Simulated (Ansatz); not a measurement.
## MnS (space group F-43m, No. 216): the states at the Fermi level

```cif
data_structure
_symmetry_space_group_name_H-M 'P 1'
_symmetry_Int_Tables_number 1
_cell_length_a 3.9598
_cell_length_b 3.9598
_cell_length_c 3.9598
_cell_angle_alpha 60.000
_cell_angle_beta 60.000
_cell_angle_gamma 60.000
_cell_volume 43.90
loop_
_atom_site_label
_atom_site_type_symbol
_atom_site_fract_x
_atom_site_fract_y
_atom_site_fract_z
_atom_site_occupancy
Mn1 Mn 0.00000 0.00000 0.00000 1
S1 S 0.75000 0.75000 0.75000 1
```

Level of theory: Ansatz, DFT PBE, scalar-relativistic, plane waves, PAW; levels and slopes on a dense k mesh at the converged density. Collinear spin polarisation. Mesh 34×34×34, interpolated with the band slopes. The geometry was not relaxed.

## 1. The sheets

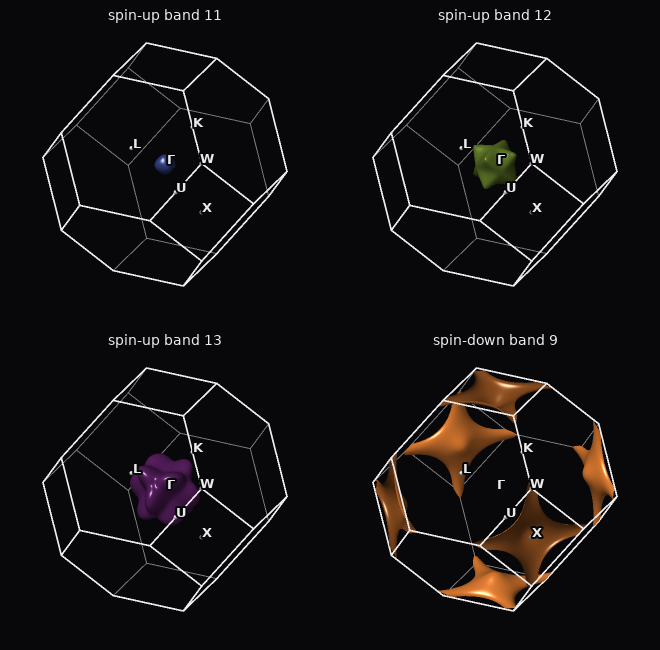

The figure shows the computed Fermi surface of this crystal. Each panel holds one band. The brighter face of a sheet looks towards empty states.

Summarise the topology of this Fermi surface.

Answer. Four bands cross the Fermi level; this is a three-dimensional metal.

Spin-up band 11: one hole pocket centred at Γ (0.08 % of the zone).
Spin-up band 12: one hole pocket centred at Γ (0.80 % of the zone).
Spin-up band 13: one hole pocket centred at Γ (2.2 % of the zone).
Spin-down band 9: an open electron network that joins neighbouring zones in all directions (3.1 % of the zone).
The shape of the surface of spin-down band 9 changes its kind within 0.04 eV of this level, so small parts may appear, vanish, join or separate.

## 2. The two spins

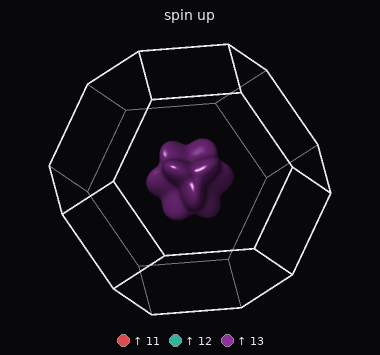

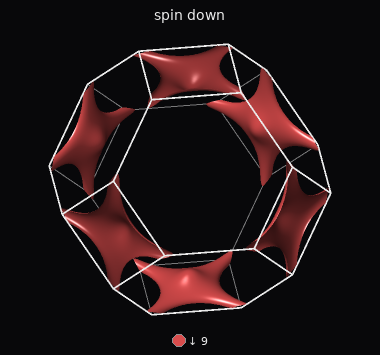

Spin-resolved Fermi surfaces of this crystal; the net moment is 4.9 μB per cell, and spin up is the majority channel.

How do the two spin channels differ at the Fermi level?

Answer. Spin up has three and spin down one band crossing, with 0.22 and 1.9 states/eV per cell, so (N↑ − N↓)/(N↑ + N↓) = −0.79.

## 3. Cuts and bands

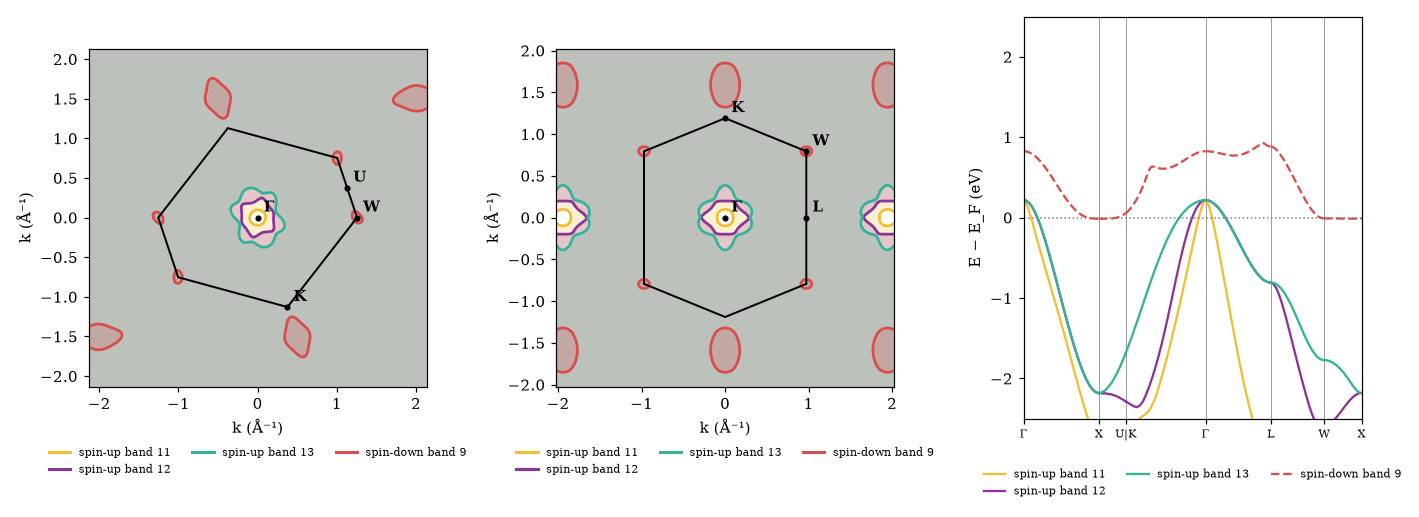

This crystal: cuts through the Fermi surface in the plane through Γ, W and U and the plane through Γ, L and W, filled states shaded, and the bands that cross the Fermi level.

Give each band's level at the labelled points, in eV from the Fermi level.

Answer.
```
            band      Γ      X      L
 spin-up band 11  +0.22  below  below
 spin-up band 12  +0.22  −2.18  −0.81
 spin-up band 13  +0.22  −2.18  −0.81
spin-down band 9  +0.82  −0.01  +0.88
```

Negative values are filled states; "above" and "below" lie outside the plotted window.

## 4. Speeds

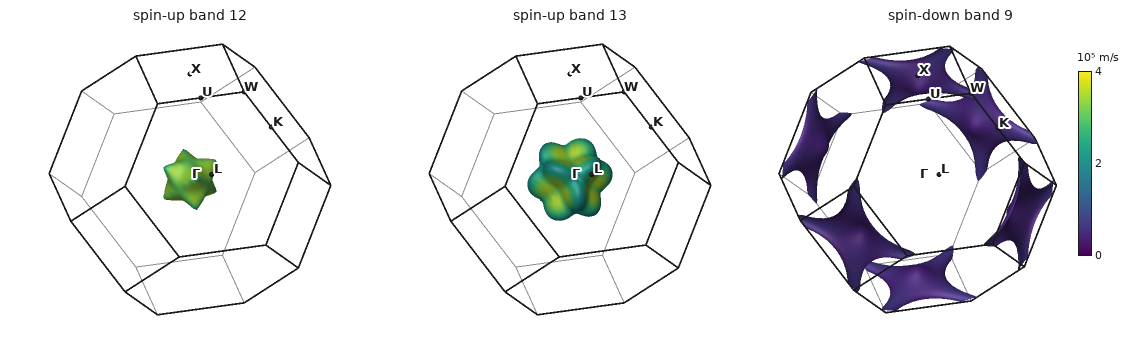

Fermi surface of this crystal (the three sheets of greatest area among four bands), coloured by the Fermi speed.

Give the range and mean of the Fermi speed for each band.

Answer. Spin-up band 12: 2.5 to 3.6 × 10⁵ m/s over most of the sheet, 3.2 × 10⁵ m/s on average over states. Spin-up band 13: 1.8 to 3.5 × 10⁵ m/s over most of the sheet, 2.7 × 10⁵ m/s on average over states. Spin-down band 9: 0.37 to 0.64 × 10⁵ m/s over most of the sheet, 0.52 × 10⁵ m/s on average over states.

Without a Hubbard term a metal in such a compound can be an artefact; the real solid may be a magnetic insulator. The run ends with a net moment of 4.9 μB a cell, the order reached from its starting moments, not necessarily the lowest. Spin-down band 9 ends within 0.03 eV of the Fermi level, so pockets and density of states there aren't settled. Necks and pockets thinner than about two mesh steps aren't resolved, so separate pockets may in truth be joined.

Time for the whole run: 2.2 min on 1 thread of Arm Neoverse V1, on a shared host, peak memory 0.89 GiB.
